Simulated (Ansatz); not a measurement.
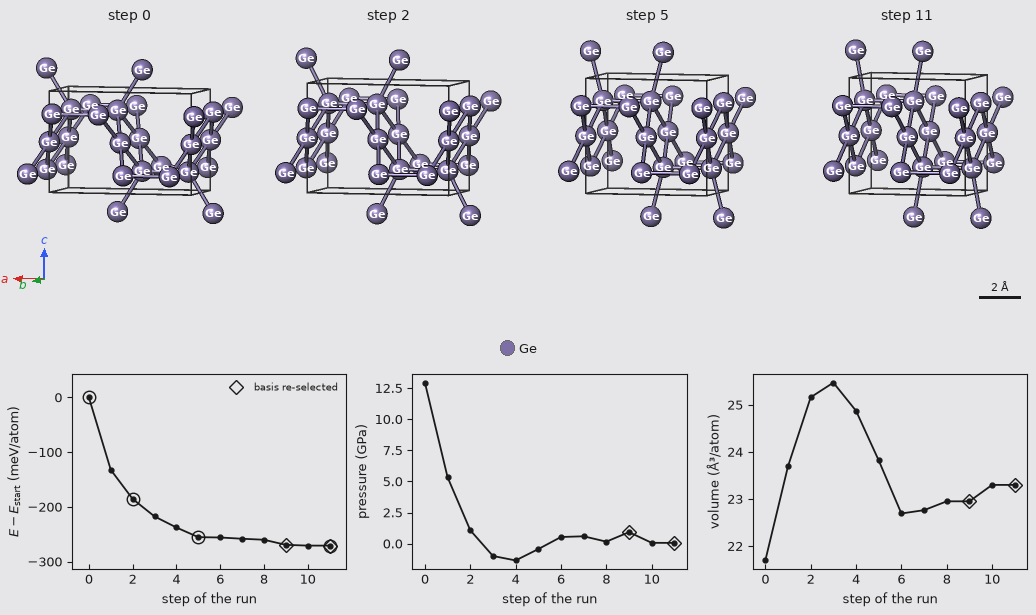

Frames of a relaxation of a crystal of Ge (a generated structure, set up in Pmma) (coarse preliminary run), marked on the history of the run. A ball-and-stick model of the cell of the calculation, seen from a free direction.

The calculation used Ansatz, DFT PBE, scalar-relativistic, plane waves, PAW.

The input:
```yaml
crystal:
  lattice:
    - [7.32384862, 0.0, 0.0]
    - [0.0, 3.51938159, 0.0]
    - [0.0, 0.0, 5.05046093]
  atoms:
    - { symbol: Ge, position: [0.41308753, 0.5, 0.20188061] }
    - { symbol: Ge, position: [0.58691247, 0.5, 0.79811939] }
    - { symbol: Ge, position: [0.91308753, 0.5, 0.79811939] }
    - { symbol: Ge, position: [0.08691247, 0.5, 0.20188061] }
    - { symbol: Ge, position: [0.0, 0.0, 0.5] }
    - { symbol: Ge, position: [0.5, 0.0, 0.5] }
basis:
  ecutwfc: 420
kpoints:
  mp_grid: { grid: [4, 6, 4] }
hamiltonian:
  xc: pbe
scf:
  occupations: { method: gaussian, width: 0.1 }
  lower_state_search: "off"
output:
  forces: true
  stress: true
  eigenvalues: true
relax:
  adjacent_minimum: "off"
  f_tol: 0.04
  max_steps: 70
  cell: { stress_tol: 0.4 }
```

Command:
```bash
ansatz run input.yaml --threads 1 --pin off --max-ram 2560MiB --backend cpu --events-out ev --progress --plain --runs-dir out
```

Describe the path.

Answer. The largest moves relative to the cell, 0.30 Å, are those of Ge1, Ge2, Ge3 and Ge4. Ge2 goes along [−3 0 −1]. The volume changes by +7.4 %, with a 7.324 → 6.001 Å (−18.1 %), b 3.519 → 4.042 Å (+14.9 %), c 5.050 → 5.763 Å (+14.1 %). Near-neighbour distances that change, for instance: Ge1–Ge6 2.402 → 2.610 Å, Ge1–Ge4 2.389 → 2.532 Å, Ge1–Ge2 2.404 → 2.538 Å. Among the angles between lasting bonds that change: Ge1–Ge2–Ge3 122.0° → 100.6°, Ge1–Ge2–Ge6 113.0° → 126.8°, Ge3–Ge2–Ge6 105.4° → 95.1°. The space group stays Pmma (No. 51). The energy falls by 271 meV per atom in 9 accepted moves (11 points after the start). The largest force component goes from 0.56 to 0.036 eV/Å. Pressure: 12.94 GPa at the start and 0.06 GPa at the end. At 2 points the geometry stayed and the basis and grid were re-selected for the new cell (energy shift of 9.3 meV per atom at most each time). From step 0 to 2: Ge atoms move most (0.06 Å), volume +16.0 %, energy −185 meV per atom. From step 2 to 5: Ge atoms move most (0.18 Å), volume −5.3 %, energy −69.8 meV per atom. From step 5 to 11: Ge atoms move most (0.08 Å), volume −2.2 %, energy −15.5 meV per atom.
